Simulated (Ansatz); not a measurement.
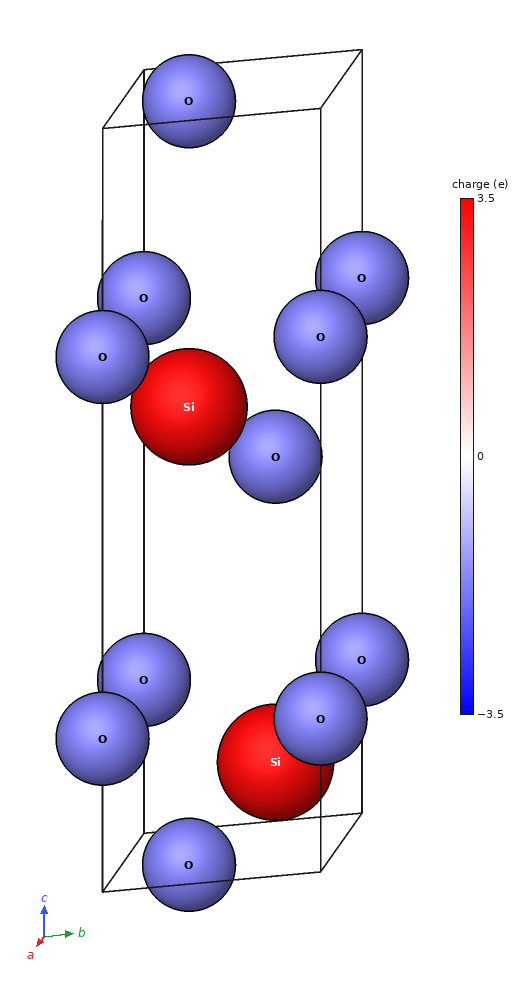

We look at a spheres-only model of the crystal slightly off an axis. Lines trace the edges of the simulation cell. The atoms of this SiO2 cell are coloured by their Bader charge.

Run with DFT r2SCAN, scalar-relativistic, plane waves, PAW (Ansatz) and these settings: E_cut = 500 eV, k-grid 12×12×4, Gaussian smearing of 0.02 eV, no spin polarisation.

**Which atoms are positive and which negative?**

Most positive: Si; most negative: O. Charges: about Si +3.3 e; O -1.7 e. The transfer is large, as in an ionic solid.

The initial geometry was a structure type filled with these elements by a generator (whether the compound takes this form wasn't checked). Earlier steps of the study may have refined or changed the cell and positions. Ansatz was used for an electronic-structure calculation on it.

At this level of theory the cell isn't at rest (stretched, at -5 GPa), so its distances can differ from those at equilibrium, the more so the softer the solid.
